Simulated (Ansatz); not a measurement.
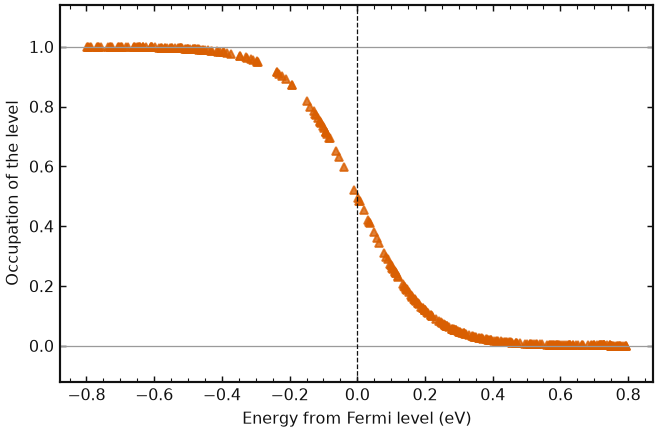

Occupations of the one-electron levels of the k mesh against their energy, from a run on Zr, space group P6_3/mmc, 2 atoms in the cell, with Ansatz.

Name the smearing function and its width.

Fermi-Dirac smearing with a width of 0.1 eV. The occupations stay between 0 and 1 and have long exponential tails; the slope at the Fermi level is 1/(4 × width).
